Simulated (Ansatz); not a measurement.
**Run report: CO, single-point calculation**

- system: CO (molecule in a box, 2 atoms in the cell)
- method: DFT PBE+D3(BJ), scalar-relativistic, plane waves, PAW, no spin polarisation (Ansatz 0.2.0)

The structure derives from an entry of the Crystallography Open Database. It belongs to a series of runs on one base structure; here: the molecular layer at its places in the relaxed adsorbed structure. Figures and captions count atoms from 1; the log counts them from 0 in places.

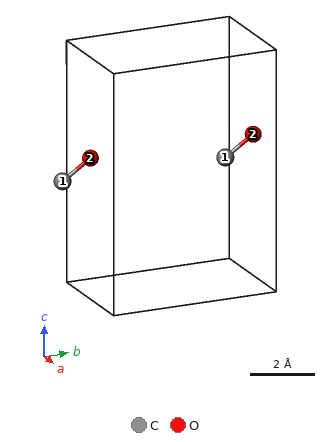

*The input geometry (ball-and-stick view of the cell of the calculation, with the vacuum cut short, seen slightly off an axis; atoms are numbered from 1 in the order of the input). An atom can appear more than once, as a periodic image.*

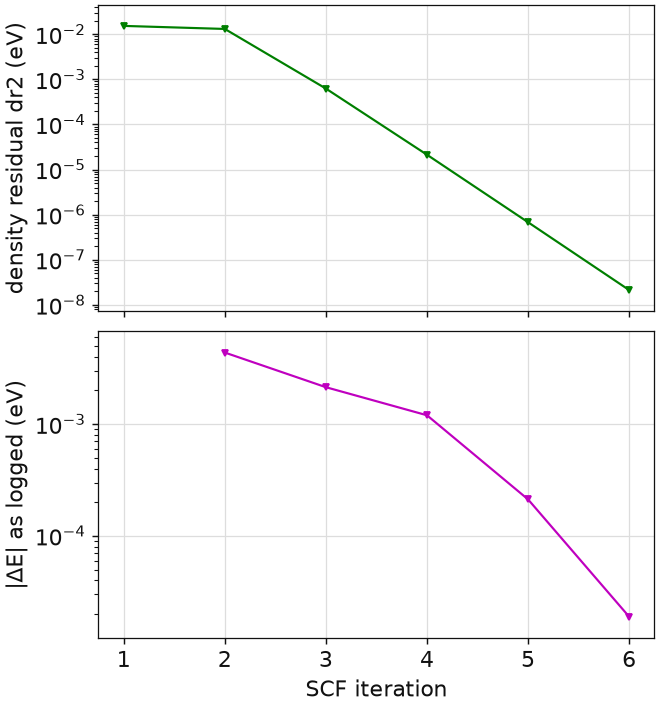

*Convergence of the self-consistent field: density residual dr2 and size of the energy change against the SCF iteration.*

The residual falls at every step.

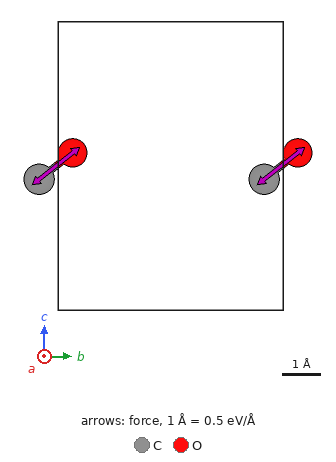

*Forces on the atoms as pink arrows (ball-and-stick view of the cell of the calculation, with the vacuum cut short, along the a axis; atoms are numbered from 1 in the order of the input).*

The largest act on C1 (0.70 eV/Å); O2 (0.70 eV/Å). The geometry is not a stationary point of this energy.

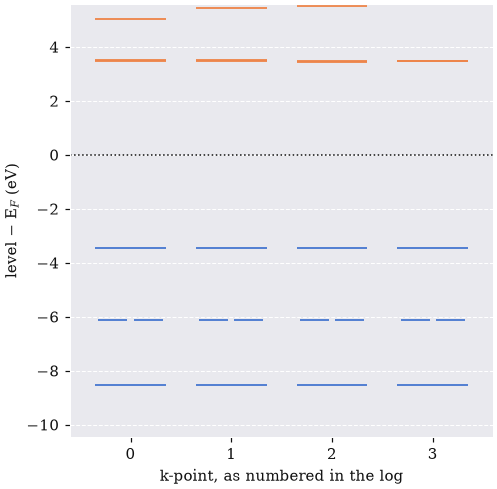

*Kohn–Sham levels near the Fermi level (dotted) at the few k-points that the log prints; levels within 0.02 eV of each other stand side by side.*

Among these points the highest filled and lowest empty levels are 6.90 eV apart, which is the gap on the mesh.

The input and output of the run follow.

Input file
```yaml
crystal:
  lattice:
    - [6.513282556, 0.0, 0.0]
    - [-3.256641278, 6.0107644537, 0.0]
    - [0.0, 0.0, 24.6244561057]
  atoms:
    - { symbol: C, position: [0.2077719299, -0.0844561402, 0.6438697194] }
    - { symbol: O, position: [0.2824162378, 0.0648324755, 0.6725227368] }
basis:
  ecutwfc: 420
kpoints:
  mp_grid: { grid: [3, 3, 1] }
hamiltonian:
  xc: pbe
  dispersion: d3bj
scf:
  occupations: { method: gaussian, width: 0.1 }
output:
  forces: true
  eigenvalues: true
  write_density: true
  volumetric_format: npy
efield:
  axis: 3
  dipole_correction: true
  ramp_width: 0.04
```

Command:
```bash
ansatz run input.yaml --threads 4 --pin off --max-ram 10240MiB --backend cpu --events-out ev --progress --plain --runs-dir out
```

Output
```
Engine: ansatz 0.2.0, x86_64-unknown-linux-gnu
Pseudopotentials: kind: paw
Pseudopotential: C, paw, valence charge 4, recommended cutoff 420 eV (normal), C.paw.azcp
Pseudopotential: O, paw, valence charge 6, recommended cutoff 420 eV (normal), O.paw.azcp
Functional definition: PBE
  parameter kappa = 0.804
  parameter beta = 0.06672455060314922
  exchange = pbe_x(kappa = kappa, mu = beta*pi^2/3)
  correlation = pbe_c(beta = beta)
Crystal: 2 atoms, lattice volume = 964.043 Å³
Basis set: ecut = 420 eV, 18865 PW (Γ), exchange–correlation on 90×96×360 points (8 copies of the dense FFT grid, shifted against one another)
Bands: 9, of which v1, the nominal top of the filled ones, is band 5 counted from 1 (4 counted from 0)
Symmetry: 2 space group operations
Space group: Cm (ITA 8), of the structure as read, at distance tolerance 9.9e-5 Å
k-points: 4 of 9 (time reversal used)
Non-local potential: C, projectors of the file, l = 0: 2, l = 1: 2, l = 2: 1
Non-local potential: O, projectors of the file, l = 0: 2, l = 1: 2, l = 2: 1
PAW form: soft (Blöchl's): semilocal exchange-correlation on the pseudo side does not see the compensation charge
PAW one-centre angular grid: C, 110 points (default); XC on 64 Gauss nodes
PAW one-centre angular grid: O, 110 points (default); XC on 64 Gauss nodes
Initial density: superposition of atomic densities (neutral atoms: chi_scale 0, normalization atom), corrected by the library's trained network
Initial wavefunctions: pseudopotential atomic-orbital guess
Functional: x = pbe(κ = 0.804, μ = 0.2195149727645171), c = pbe(β = 0.06672455060314922)
SCF iter   1: F=—  HF=-816.617253 eV  |F-HF|=—  |Δ(HF+E_count)|=         —  Δρ=1.44e-3  dr2=1.53e-2  ethr=1.77e-3  p=-0.013 e·Å  D=-2.53e-3 V/Å  ΔV_dip=0.06 eV  dr2_dipole=2.53e-4  V_vac-E_F(+/−)=5.59/5.52 eV  ⟨swp⟩=5.8  Hψ=269  notcnv=0
efield: sawtooth ramp at fractional position 0.1382 (placed from the atoms, in the widest stretch of the axis that holds none; the zero of the levels goes with the place), width 0.0400; the density the first Hamiltonian is built on has a dipole p = -0.013 e·Å; the dipole correction subtracts the counter field D = -2.53e-3 V/Å, which shifts the + side's vacuum level by +0.06 eV against the − side's; the planar-averaged density in the ramp window peaks in size at 5.4e-7 e/Å³
preconditioner: auto → Resta (q_TF=auto, 1.274 Å⁻¹)  ε∞=1.1  [insulator: Δε(μ)=6.890 eV  Ē_g=10.606 eV  σ=0.100 eV  W_gap=1.00  n_scr=38 (ndim 8)  ℏωp=3.4 eV  f_vac=0.906  D(μ)=0.00/eV (n_scr^D=0)  ε∞_Penn≈1.1  vacuum switching on, ρ_ref=8.2e-3 e/Å³]
SCF iter   2: F=—  HF=-816.621620 eV  |F-HF|=—  |Δ(HF+E_count)|=   4.37e-3  Δρ=1.20e-3  dr2=1.31e-2  ethr=1.53e-4  p=0.012 e·Å  D=2.25e-3 V/Å  ΔV_dip=-0.06 eV  dr2_dipole=5.11e-6  V_vac-E_F(+/−)=5.57/5.63 eV  ⟨swp⟩=2.0  Hψ=101  notcnv=0
SCF iter   3: F=—  HF=-816.619477 eV  |F-HF|=—  |Δ(HF+E_count)|=   2.14e-3  Δρ=3.30e-4  dr2=6.24e-4  ethr=1.31e-4  p=0.008 e·Å  D=1.56e-3 V/Å  ΔV_dip=-0.04 eV  dr2_dipole=2.36e-5  V_vac-E_F(+/−)=5.60/5.64 eV  ⟨swp⟩=2.2  Hψ=56  notcnv=0
SCF iter   4: F=—  HF=-816.620674 eV  |F-HF|=—  |Δ(HF+E_count)|=   1.20e-3  Δρ=7.24e-5  dr2=2.13e-5  ethr=6.24e-6  p=0.018 e·Å  D=3.44e-3 V/Å  ΔV_dip=-0.08 eV  dr2_dipole=1.09e-6  V_vac-E_F(+/−)=5.59/5.67 eV  ⟨swp⟩=3.0  Hψ=69  notcnv=0
SCF iter   5: F=—  HF=-816.620886 eV  |F-HF|=—  |Δ(HF+E_count)|=   2.12e-4  Δρ=1.33e-5  dr2=6.79e-7  ethr=2.13e-7  p=0.021 e·Å  D=3.96e-3 V/Å  ΔV_dip=-0.10 eV  dr2_dipole=1.37e-8  V_vac-E_F(+/−)=5.58/5.68 eV  ⟨swp⟩=2.0  Hψ=65  notcnv=0
SCF iter   6: F=-816.620905 eV  HF=-816.620905 eV  |F-HF|=2.33e-7  |Δ(HF+E_count)|=   1.89e-5  Δρ=2.41e-6  dr2=2.13e-8  ethr=1.00e-9  p=0.021 e·Å  D=4.03e-3 V/Å  ΔV_dip=-0.10 eV  dr2_dipole=9.63e-12  V_vac-E_F(+/−)=5.58/5.68 eV  ⟨swp⟩=15.2  Hψ=288  notcnv=0
SCF 1 converged in 6 iterations: F = -816.620905 eV  dr2 = 2.13e-8
  greatest PAW one-centre occupation: 0.895 electrons in one spin orbital (limit 2), on the O atom at site 1 (counted from 0), in its partial waves of l = 0
SCF converged after 6 iterations
Free energy (F): -816.620905 eV
Harris-Foulkes:  -816.620905 eV  (|F-HF|=2.33e-7)
Internal energy: -816.620905 eV  (E = F + TS)
E sigma→0 (E₀):  -816.620905 eV
Fermi energy:    -5.414187 eV
Dipole field:    D = 0.004033 V/Å  (p = 0.021487 e·Å, saw-weighted, corrected)
Work function:   Φ+ = 5.5789 eV   Φ− = 5.6782 eV
Levels:          The Fermi level and band energies are counted from a zero that moves with the ramp; work functions are not
--- Per-component energies (eV) ---
  E_band       = -149.671475
  E_kinetic    = 252.641401
  E_local      = -1907.621225  (includes V_loc(G=0)·N_el)
  E_nonlocal   = 77.708501
  E_hartree    = 808.025142
  E_xc         = -117.085555
  E_vxc        = -147.000499  (∫ρ·V_xc dr)
  E_paw        = -256.545068  (= ΣΔE_a)
  E_vpaw       = -41.449034  (= ΣTr[D̂ρ^β])
  E_aug_tail   = 0.002440  (compensation charges beyond the density's cutoff)
  E_efield     = 0.000043  (sawtooth field / dipole correction)
  E_vefield    = -0.002759  (∫n·V_field dr)
  E_ewald      = 326.267017
  E_disp       = -0.013601  (pairwise vdW)
  E_smearing   = -0.000000  (= −TS)
  E_closure    = -0.000000  (closes the sum)
  Σ components = -816.620905   (vs F -816.620905, Δ=0.00e0)
--- Forces (eV/Å), atoms counted from 1 ---
  atom   1  C      0.00000000     0.55007944     0.43339747
  atom   2  O      0.00000000    -0.54989394    -0.43337221
  max |Σ_I F_I| component: 1.85e-4 eV/Å
--- Band table (eV) ---
  k-point 0: bands = ["-28.9484", "-13.9430", "-11.5384", "-11.5384", "-8.8708", "-1.9561", "-1.9115", "-0.3809", "0.2068"]
  k-point 1: bands = ["-28.9484", "-13.9437", "-11.5391", "-11.5389", "-8.8653", "-1.9397", "-1.9000", "0.0069", "0.6454"]
  k-point 2: bands = ["-28.9484", "-13.9433", "-11.5405", "-11.5385", "-8.8652", "-1.9654", "-1.9354", "0.1134", "0.7032"]
  k-point 3: bands = ["-28.9484", "-13.9436", "-11.5407", "-11.5389", "-8.8625", "-1.9561", "-1.9300", "0.7703", "0.9637"]
```

Summary

```csv
quantity,value
outcome,converged
electrons treated,10
free energy,−816.6209 eV
Fermi energy,−5.414 eV
gap on the k-point mesh,6.90 eV
largest force (length of the vector),0.700 eV/Å
hardware,"4 threads of Intel Xeon (Granite Rapids), 192 GiB of memory available, shared host"
wall time,1.2 s (CPU time 4.1 s)
peak memory,0.91 GiB
```
